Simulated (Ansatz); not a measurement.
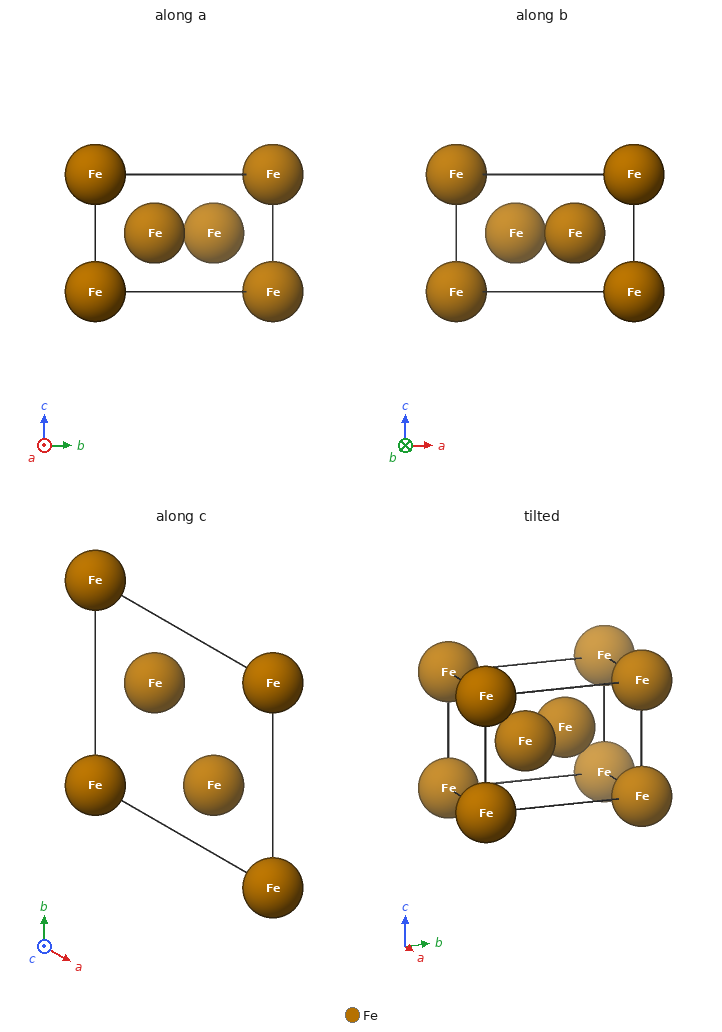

Spheres-only drawing of the structure, looking along the a axis, along the b axis, along the c axis and slightly off an axis. Lines trace the edges of the conventional unit cell.

Lattice parameters: a = 4.2371 Å, b = 4.2371 Å, c = 2.4213 Å, α = 90.000°, β = 90.000°, γ = 120.000°.

### Express the structure as a CIF in P1 with every atom of the cell.

```cif
data_structure
_symmetry_space_group_name_H-M 'P 1'
_symmetry_Int_Tables_number 1
_cell_length_a 4.2371
_cell_length_b 4.2371
_cell_length_c 2.4213
_cell_angle_alpha 90.000
_cell_angle_beta 90.000
_cell_angle_gamma 120.000
_cell_volume 37.65
loop_
_atom_site_label
_atom_site_type_symbol
_atom_site_fract_x
_atom_site_fract_y
_atom_site_fract_z
_atom_site_occupancy
Fe1 Fe 0.0000 0.0000 0.0000 1
Fe2 Fe 0.3333 0.6667 0.5000 1
Fe3 Fe 0.6667 0.3333 0.5000 1
```

The initial geometry was a structure type filled with this element by a generator (whether the element takes this form wasn't checked). Relaxation method: Ansatz 0.2.0, DFT, RPBE, plane waves (420 eV) with PAW, scalar-relativistic.
